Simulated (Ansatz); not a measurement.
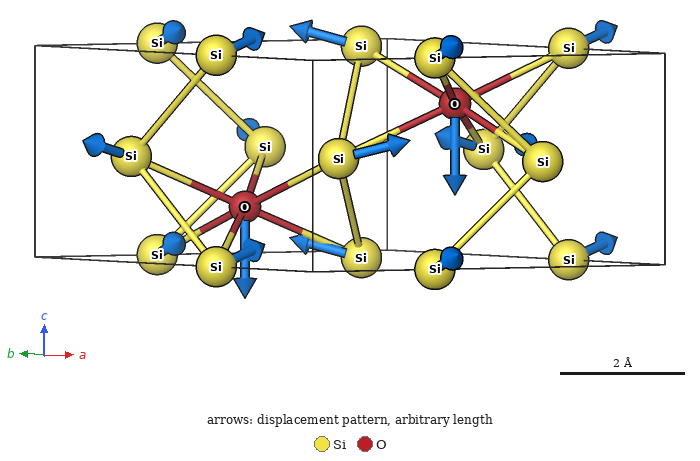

Lattice vibrations of a crystal of Si$_{3}$O (a generated structure), space group P6₃22 (No. 182), at the zone centre. The optical levels lie at 394i (×2), 293i, 170i (×2), 111i, 77i (×2), 86 (×2), 187 (×2), 205 (×2), 211 (×2), 226, 231, 260, 267, 365 cm⁻¹. One mode is drawn. Displacements are drawn as blue arrows; their common scale and sign are arbitrary. A ball-and-stick model of the cell of the calculation, seen from a free direction.

These are results of Ansatz, DFT PBEsol, scalar-relativistic, plane waves, PAW, not measurements. Set-up: plane-wave cutoff 420 eV; k-point mesh 6 × 6 × 12; occupations fermi dirac; smearing width 0.15 eV; no spin polarisation.

The frequencies depend somewhat on the k-mesh and the smearing.

Q: Which of these frequencies is the drawn mode's?

A: The level at 293i cm⁻¹. This is the A₂ mode, optical level 2 of 14, counted from below, infrared-active by symmetry. The kinetic energy is shared as Si 75 %, O 25 %. The crystal is a metal, so free carriers screen the infrared response. The frequency is imaginary, so the structure is unstable against this distortion. Freezing in the drawn pattern lowers the space group from P6₃22 to P6₃ (No. 173).
